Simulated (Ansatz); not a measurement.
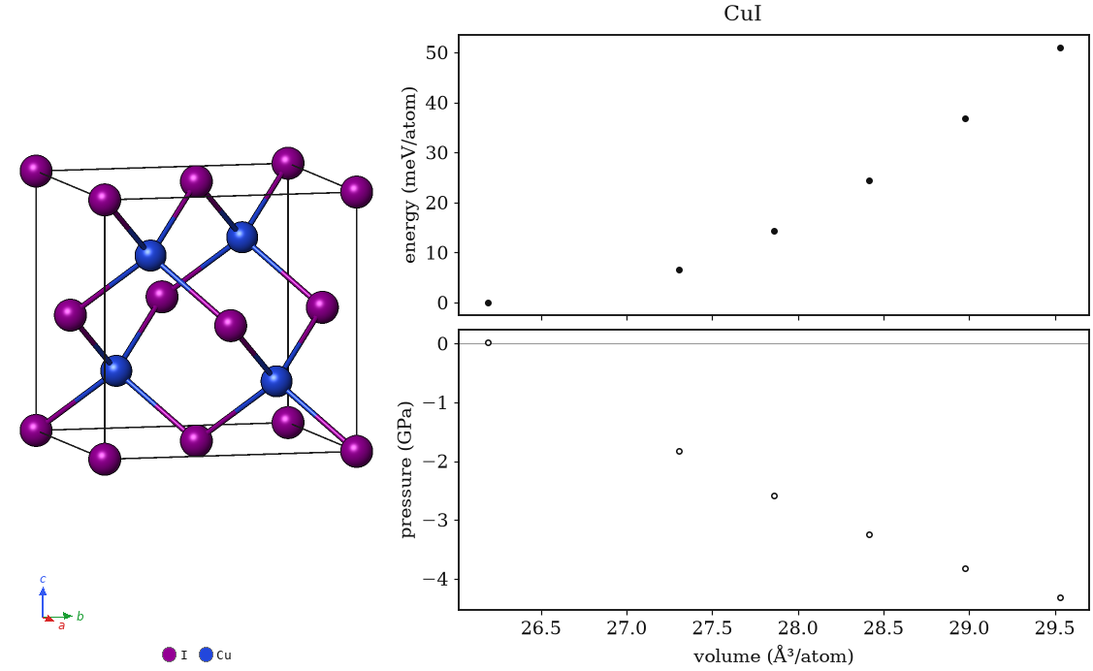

The picture above shows the energy and pressure against volume for CuI, space group F-43m (No. 216). The conventional cell is drawn beside the plot.

Cell as given: a = 4.287 Å, b = 4.287 Å, c = 4.287 Å, α = 60.00°, β = 60.00°, γ = 60.00°; 2 atoms.

How it was computed, with Ansatz 0.2.0: all-electron LAPW DFT, no spin polarisation; energies at scaled volumes of the given cell, shape and fractions fixed, counted from the fit's minimum, third-order Birch-Murnaghan fit. Level: PBEsol.

k mesh 8×8×8; occupations Fermi–Dirac; smearing width 0.05 eV; potentials all electron LAPW, scalar relativistic; program settings basis error eV/atom 0.001.

The point at volume 26.75 Å³/atom is left out of the plot. What does the calculation give there?

```json
{"volume (Å³/atom)": "26.75", "energy (meV/atom)": "1.70", "pressure (GPa)": "-0.97"}
```

Limits of the calculation: the fit and the printed pressures don't fully agree, or the minimum lies near the end of the range.
